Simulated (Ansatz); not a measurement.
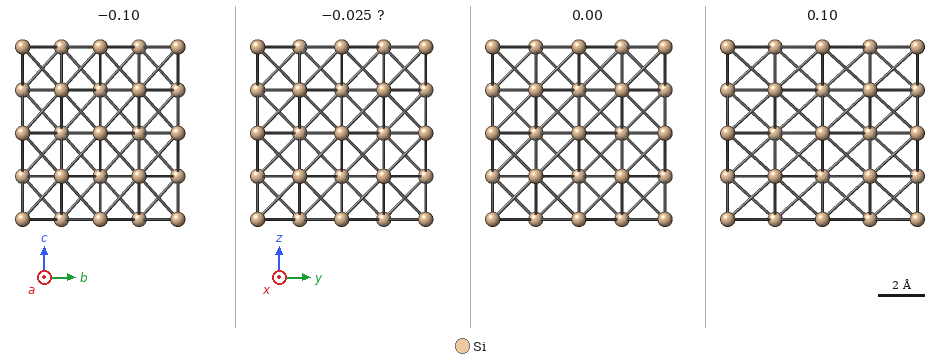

Crystalline Si (Fm-3m): the cell is strained along y alone, with the atoms kept at their fractional coordinates. x, y and z are the Cartesian axes of the input. The picture is a ball-and-stick view of the conventional cell (4 times the calculation's cell), repeated 2 × 2 × 2 with one cell outlined, seen along the a axis. Lengths and directions refer to the drawn axes.

These are results of Ansatz 0.2.0, DFT PBE+D3(BJ), scalar-relativistic, plane waves, PAW, not measurements. (plane-wave cutoff 420 eV; k-point mesh 28 × 28 × 28; occupations gaussian; smearing width 0.15 eV; no spin polarisation). Energies (free energies at the smearing named) are counted from the relaxed crystal.

| strain | energy change (meV/atom) |
| --- | --- |
| −0.1000 | 44.3 |
| −0.0750 | 22.2 |
| −0.0500 | 8.9 |
| −0.0250 | ? |
| 0.0000 | 0.0 |
| 0.0250 | 4.0 |
| 0.0500 | 11.9 |
| 0.0750 | 22.1 |
| 0.0875 | 27.9 |
| 0.1000 | 34.6 |

Question: Fill in the missing row.

Answer: A straight line between the two neighbours gives 4.5 meV/atom. A cubic through the four nearest rows (−0.0750, −0.0500, 0.0000, 0.0250) gives, with Lagrange weights, (−0.1667)(22.2) + (0.6667)(8.9) + (0.6667)(0.0) + (−0.1667)(4.0) = 1.6 meV/atom. The calculation gives 1.9 meV/atom, so the cubic is 0.3 meV/atom too low and the straight line 2.6 meV/atom too high, as the curve bends upwards here.

The whole profile:

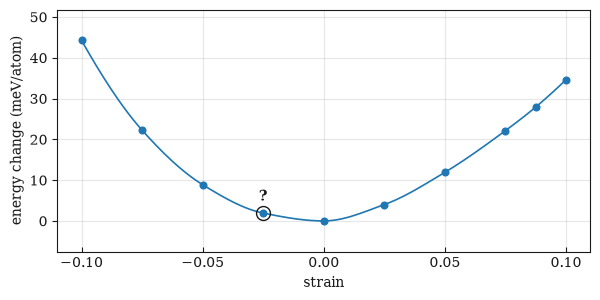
